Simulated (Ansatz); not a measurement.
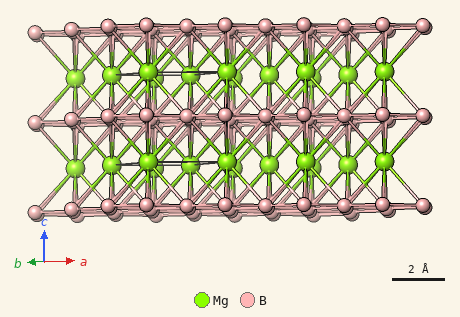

This is the input geometry for a relaxation of solid MgB₂ (set up in P6/mmm). A ball-and-stick model of the cell of the calculation, repeated 3 × 2 × 1 with one cell outlined, seen from a free direction.

The run lets cell and atoms move.

Method: Ansatz 0.2.0, Kohn-Sham DFT of a periodic cell, r2SCAN with D3(BJ), Ansatz PAW.

Input file:
```yaml
crystal:
  lattice:
    - [3.085, 0.0, 0.0]
    - [-1.5425, 2.6716883707, 0.0]
    - [0.0, 0.0, 3.523]
  atoms:
    - { symbol: Mg, position: [0.0, 0.0, 0.0] }
    - { symbol: B, position: [0.6666666667, 0.3333333333, 0.5] }
    - { symbol: B, position: [0.3333333333, 0.6666666667, 0.5] }
hamiltonian:
  xc: r2scan
  pseudopotentials: { kind: paw }
  dispersion: d3bj
kpoints:
  mp_grid: { grid: [10, 10, 8] }
scf:
  occupations: { method: fermi_dirac, width: 0.05 }
output:
  forces: true
  stress: true
relax:
  f_tol: 0.01
  max_steps: 40
  cell: { stress_tol: 0.05 }
```

Command:
```bash
ansatz run input.yaml --threads 2 --pin off --max-ram 5120MiB --backend cpu --events-out ev --progress --plain --runs-dir out
```

What does the optimiser find from here?

Answer. The atoms keep their places relative to the cell (all moves are under 0.005 Å). The volume changes by −3.0 %, with a = b 3.085 → 3.061 Å (−0.8 %), c 3.523 → 3.472 Å (−1.4 %). Some distances before and after: B–Mg 2.505 → 2.477 Å, B–B 1.781 → 1.767 Å. The space group stays P6/mmm (No. 191). After 3 accepted moves (4 points after the start) the energy has fallen by 4.0 meV per atom. All forces vanish by symmetry, so only the cell relaxes. Pressure: −4.34 GPa at the start and 0.00 GPa at the end. The SCF was repeated once at an unchanged geometry on a basis and grid sized afresh for the cell, which shifted the energy by 0.1 meV per atom at most.

The end point in the same view:

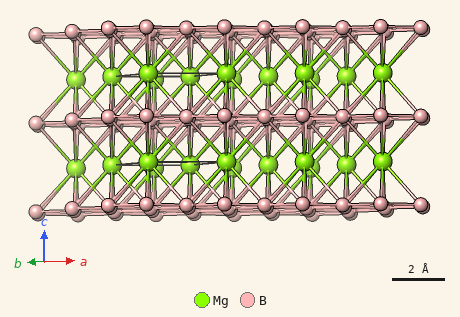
